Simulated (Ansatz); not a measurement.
# Mending a single-point calculation on Ti$_{4}$Al$_{9}$

System: Ti$_{4}$Al$_{9}$ (slab, 13 atoms in the cell).
Method of run A: DFT PBEsol, scalar-relativistic, plane waves, PAW, no spin polarisation (Ansatz 0.2.0).

The structure derives from an entry of the Crystallography Open Database. The run did not end well. Text and figures count atoms from 1; the logs count them from 0 in places.

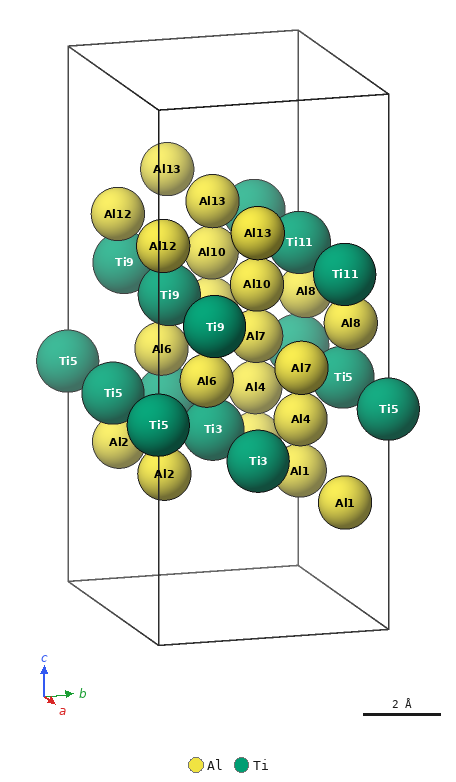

**Figure 1.** The structure (spheres-only view of the 2 × 1 repeat of the cell, with the vacuum cut short, seen slightly off an axis; atoms are numbered from 1 in the order of the input). An atom can appear more than once, as a periodic image.

**Input, run A**
```yaml
crystal:
  lattice:
    - [3.9724249786, 0.0, 0.0]
    - [0.0, 6.3340202875, 0.0]
    - [0.0, 0.0, 22.4223014059]
  atoms:
    - { symbol: Al, position: [0.0, 0.8103778562, 0.3344884124] }
    - { symbol: Al, position: [0.5, 0.1233989978, 0.3631059885] }
    - { symbol: Ti, position: [0.0, 0.432749588, 0.391387989] }
    - { symbol: Al, position: [0.5, 0.7155667843, 0.4172442062] }
    - { symbol: Ti, position: [0.0, 0.9983839807, 0.4431004235] }
    - { symbol: Al, position: [0.5, 0.3077345708, 0.4713824239] }
    - { symbol: Al, position: [0.0, 0.6207557124, 0.5] }
    - { symbol: Al, position: [0.5, 0.933776854, 0.5286175761] }
    - { symbol: Ti, position: [0.0, 0.2431274442, 0.5568995765] }
    - { symbol: Al, position: [0.5, 0.5259446405, 0.5827557938] }
    - { symbol: Ti, position: [0.0, 0.8087618369, 0.608612011] }
    - { symbol: Al, position: [0.5, 0.118112427, 0.6368940115] }
    - { symbol: Al, position: [0.0, 0.4311335686, 0.6655115876] }
basis:
  ecutwfc: 420
kpoints:
  mp_grid: { grid: [9, 6, 1] }
hamiltonian:
  xc: pbesol
scf:
  occupations: { method: gaussian, width: 0.1 }
  max_iter: 5
output:
  forces: true
  stress: true
  eigenvalues: true
efield:
  axis: 3
  dipole_correction: true
  ramp_width: 0.04
```

Launched with:
```bash
ansatz run input.yaml --threads 1 --pin off --max-ram 2560MiB --backend cpu --events-out ev --progress --plain --runs-dir out
```

Hardware: 1 thread of Arm Neoverse V1, 24 GiB of memory available, shared host.

**Output, shortened to warnings, some set-up lines, iterations and results (run A)**
```
Error: did not converge after 5 iterations: dr2 = 1.45e-5 (threshold 1.00e-7), under the density mixer `msr1`, which `scf.mixing.algorithm: auto` chose by the deck's other keys (type `scf.mixing.algorithm: msr1` to keep it); raise `scf.max_iter`, which need not help a stalled SCF, or adjust the mixing (`scf.mixing`) or, under a smearing, its width (`scf.occupations.width`, in either direction: …
Basis set: ecut = 420 eV, 11079 PW (Γ), exchange–correlation on 54×90×300 points (8 copies of the dense FFT grid, shifted against one another)
Symmetry: 2 space group operations
k-points: 20 of 54 (time reversal used)
Initial density: superposition of atomic densities (neutral atoms: chi_scale 0, normalization atom), corrected by the library's trained network
[...]
SCF iter   1: F=—  HF=-14615.314767 eV  |F-HF|=—  |Δ(HF+E_count)|=         —  Δρ=3.78e-3  dr2=1.44e-1  ethr=1.77e-3  p=-0.000 e·Å  D=-1.16e-11 V/Å  ΔV_dip=0.00 eV  …
SCF iter   2: F=—  HF=-14615.311167 eV  |F-HF|=—  |Δ(HF+E_count)|=   3.60e-3  Δρ=1.88e-3  dr2=1.82e-2  ethr=1.92e-4  p=0.000 e·Å  D=6.73e-6 V/Å  ΔV_dip=-0.00 eV  …
SCF iter   3: F=—  HF=-14615.306842 eV  |F-HF|=—  |Δ(HF+E_count)|=   4.33e-3  Δρ=5.77e-4  dr2=3.65e-3  ethr=2.42e-5  p=0.000 e·Å  D=4.32e-6 V/Å  ΔV_dip=-0.00 eV  …
SCF iter   4: F=—  HF=-14615.306608 eV  |F-HF|=—  |Δ(HF+E_count)|=   2.34e-4  Δρ=1.68e-4  dr2=2.14e-4  ethr=4.87e-6  p=0.000 e·Å  D=1.56e-6 V/Å  ΔV_dip=-0.00 eV  …
SCF iter   5: F=—  HF=-14615.306660 eV  |F-HF|=—  |Δ(HF+E_count)|=   5.13e-5  Δρ=3.46e-5  dr2=1.45e-5  ethr=2.86e-7  p=0.000 e·Å  D=7.23e-7 V/Å  ΔV_dip=-0.00 eV  …
Error: did not converge after 5 iterations: dr2 = 1.45e-5 (threshold 1.00e-7), under the density mixer `msr1`, which `scf.mixing.algorithm: auto` chose by the deck's other keys (type `scf.mixing.algorithm: msr1` to keep it); raise `scf.max_iter`, which need not help a stalled SCF, or adjust the …
```

Question: Diagnose this run and give a change of the input that cures it.

Answer: The run did not converge: “did not converge after 5 iterations: dr2 = 1.45e-5 (threshold 1.00e-7), under the density mixer `msr1`, which `scf.mixing.algorithm: auto` chose by the deck's other keys (type `scf.mixing.algorithm: msr1` to keep it) …” Its last values are not results. Likely cause: The residual was still falling when the limit of 5 iterations cut the run off.

A run of the same system that converges differs from this input as follows (lines with − go, lines with + come):
```diff
-  max_iter: 5
+  n_extra_bands: 30
```

**Output, shortened to warnings, some set-up lines, iterations and results (run B)**
```
Basis set: ecut = 420 eV, 11079 PW (Γ), exchange–correlation on 54×90×300 points (8 copies of the dense FFT grid, shifted against one another)
Symmetry: 2 space group operations
k-points: 20 of 54 (time reversal used)
Initial density: superposition of atomic densities (neutral atoms: chi_scale 0, normalization atom), corrected by the library's trained network
[...]
SCF iter   1: F=—  HF=-14615.311216 eV  |F-HF|=—  |Δ(HF+E_count)|=         —  Δρ=3.77e-3  dr2=1.43e-1  ethr=1.77e-3  p=-0.000 e·Å  D=-1.16e-11 V/Å  ΔV_dip=0.00 eV  …
SCF iter   2: F=—  HF=-14615.310672 eV  |F-HF|=—  |Δ(HF+E_count)|=   5.45e-4  Δρ=1.80e-3  dr2=1.68e-2  ethr=1.91e-4  p=0.000 e·Å  D=2.18e-5 V/Å  ΔV_dip=-0.00 eV  …
SCF iter   3: F=—  HF=-14615.306906 eV  |F-HF|=—  |Δ(HF+E_count)|=   3.77e-3  Δρ=5.96e-4  dr2=4.07e-3  ethr=2.23e-5  p=0.000 e·Å  D=1.01e-5 V/Å  ΔV_dip=-0.00 eV  …
SCF iter   4: F=—  HF=-14615.306581 eV  |F-HF|=—  |Δ(HF+E_count)|=   3.25e-4  Δρ=1.76e-4  dr2=2.24e-4  ethr=5.43e-6  p=0.000 e·Å  D=4.62e-6 V/Å  ΔV_dip=-0.00 eV  …
SCF iter   5: F=—  HF=-14615.306567 eV  |F-HF|=—  |Δ(HF+E_count)|=   1.41e-5  Δρ=3.97e-5  dr2=1.71e-5  ethr=2.98e-7  p=0.000 e·Å  D=2.38e-6 V/Å  ΔV_dip=-0.00 eV  …
SCF iter   6: F=—  HF=-14615.306666 eV  |F-HF|=—  |Δ(HF+E_count)|=   9.94e-5  Δρ=1.35e-5  dr2=1.62e-6  ethr=2.29e-8  p=0.000 e·Å  D=9.40e-7 V/Å  ΔV_dip=-0.00 eV  …
SCF iter   7: F=—  HF=-14615.306666 eV  |F-HF|=—  |Δ(HF+E_count)|=   3.16e-7  Δρ=3.78e-6  dr2=1.70e-7  ethr=2.16e-9  p=0.000 e·Å  D=4.53e-7 V/Å  ΔV_dip=-0.00 eV  …
SCF iter   8: F=-14615.306666 eV  HF=-14615.306666 eV  |F-HF|=1.13e-8  |Δ(HF+E_count)|=   9.43e-8  Δρ=1.10e-6  dr2=1.52e-8  ethr=1.33e-10  p=0.000 e·Å  D=1.97e-7 V/Å  …
SCF 1 converged in 8 iterations: F = -14615.306666 eV  dr2 = 1.52e-8
SCF converged after 8 iterations
Free energy (F): -14615.306666 eV
Harris-Foulkes:  -14615.306666 eV  (|F-HF|=1.13e-8)
Internal energy: -14615.261400 eV  (E = F + TS)
E sigma→0 (E₀):  -14615.284033 eV
Entropy (-TS):   -0.045266 eV (-3.482 meV/atom)
Fermi energy:    0.901277 eV
Dipole field:    D = -0.000002 V/Å  (p = -0.000006 e·Å, saw-weighted, corrected)
Work function:   Φ+ = 4.5001 eV   Φ− = 4.5001 eV
Levels:          The Fermi level and band energies are counted from a zero that moves with the ramp; work functions are not
--- Per-component energies (eV) ---
  E_band       = -1306.902473
  E_kinetic    = 1289.912839
  E_local      = -37733.939161  (includes V_loc(G=0)·N_el)
  E_nonlocal   = 137.959385
  E_hartree    = 18229.193424
  E_xc         = -735.666521
  E_vxc        = -740.698079  (∫ρ·V_xc dr)
  E_paw        = -8185.653591  (= ΣΔE_a)
  E_vpaw       = -718.541556  (= ΣTr[D̂ρ^β])
  E_aug_tail   = 0.000440  (compensation charges beyond the density's cutoff)
  E_efield     = 0.000000  (sawtooth field / dipole correction)
  E_vefield    = 0.000000  (∫n·V_field dr)
  E_ewald      = 12382.201995
  E_core_change = 0.729788  (= ΣΔE_core)
  E_smearing   = -0.045266  (= −TS)
  E_closure    = 0.000000  (closes the sum)
  Σ components = -14615.306666   (vs F -14615.306666, Δ=0.00e0)
--- Forces (eV/Å), atoms counted from 1 ---
  atom   1  Al     0.00000000     0.22621618    -0.06591425
  atom   2  Al     0.00000000     0.02231312     0.08804630
  atom   3  Ti     0.00000000    -0.65530413    -0.04532490
  atom   4  Al     0.00000000    -0.08133866    -0.40409354
  atom   5  Ti     0.00000000     0.48589465     0.58533753
  atom   6  Al     0.00000000     0.16188248    -0.17214226
  atom   7  Al     0.00000000    -0.00000034     0.00000098
  atom   8  Al     0.00000000    -0.16188262     0.17214404
  atom   9  Ti     0.00000000    -0.48589498    -0.58533739
  atom  10  Al     0.00000000     0.08133988     0.40409369
  atom  11  Ti     0.00000000     0.65530415     0.04532358
  atom  12  Al     0.00000000    -0.02231395    -0.08804628
  atom  13  Al     0.00000000    -0.22621649     0.06591421
  max |Σ_I F_I| component: 1.71e-6 eV/Å
--- Stress (GPa, compression-positive) ---
       -1.203609      -0.000000      -0.000000
       -0.000000      -2.128204       0.065316
       -0.000000       0.065317       0.112548
  P = ⅓ Tr σ = -1.0731 GPa (-10.731 kbar)
```

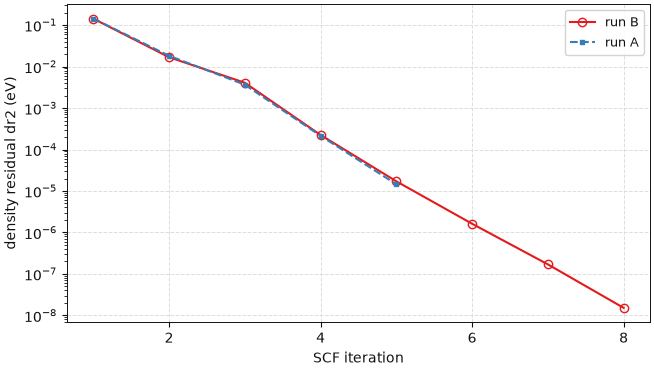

**Figure 2.** Convergence of the two runs: density residual dr2 against the SCF iteration. Run B takes 8 iterations in all, and run A stops after 5.

**The two runs side by side**

| quantity | run A | run B |
| --- | --- | --- |
| outcome | not converged | converged |
| free energy per atom (eV) | – | −1124.2544 |
| gap on the mesh (eV) | – | 0.00 |
| work function (eV) | – | 4.50 |
| largest force (eV/Å) | – | 0.761 |
| SCF iterations | – | 8 |
| irreducible k-points | – | 20 |
| plane waves at Γ | – | 11079 |
| wall time (shared host) | 75 s | 93 s |
